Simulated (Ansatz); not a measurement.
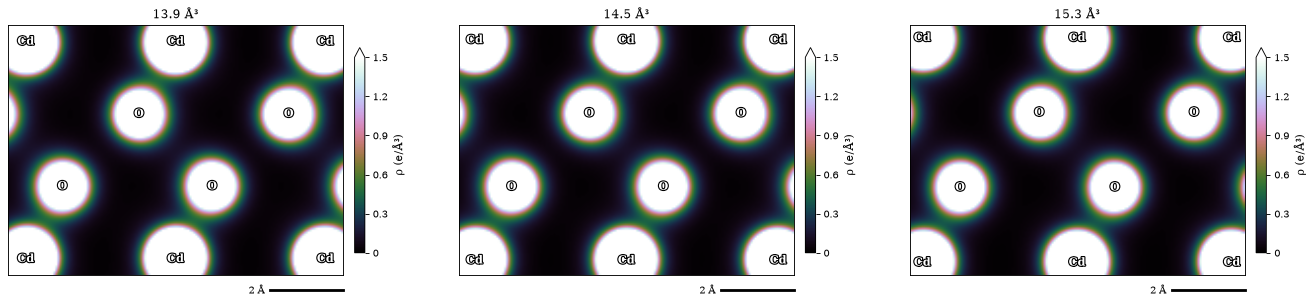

CdO$_{2}$. The valence electron density of cells scaled evenly to different volumes (given per atom above each panel), on the (110) plane of each (indices in the axes of the cell below), at one length scale and on one colour scale.

A structure from a database of computed crystals, not necessarily the ambient phase.

All numbers below come from Kohn-Sham DFT of a periodic cell, r2SCAN, Ansatz PAW (Ansatz 0.2.0).

In a PAW calculation such maps are meaningful between the atoms, not at the nuclei.

The largest cell:

```
Cd O
1.0
     3.54441    0.00000    0.00000
    -1.77220    3.06955    0.00000
     0.00000    0.00000    4.22943
Cd O
1 2
Cartesian
  0.0000 0.0000 0.0000
  0.0000 2.0464 1.0329
  1.7722 1.0232 3.1965
```

| volume (Å³/atom) | Cd–O contact in the plane (Å) | ρ at its midpoint (e/Å³) | pressure (GPa) | 
| --- | --- | --- | --- |
| 13.89 | 2.218 | 0.479 | −6.8 | 
| 14.18 | 2.233 | ? | ? | 
| 14.47 | 2.248 | 0.445 | −9.8 | 
| 15.34 | 2.292 | 0.402 | −12.9 | 

Estimate the missing row, and compare with the calculation.

Answer. Over the known rows ln ρ falls by 2.36 per Å of Cd–O distance (a least-squares line), which gives 0.462 e/Å³ at 2.233 Å; the calculation gives 0.462 e/Å³. For the pressure, a straight line in volume between the neighbouring rows gives −8.3 GPa; the calculation gives −8.4.
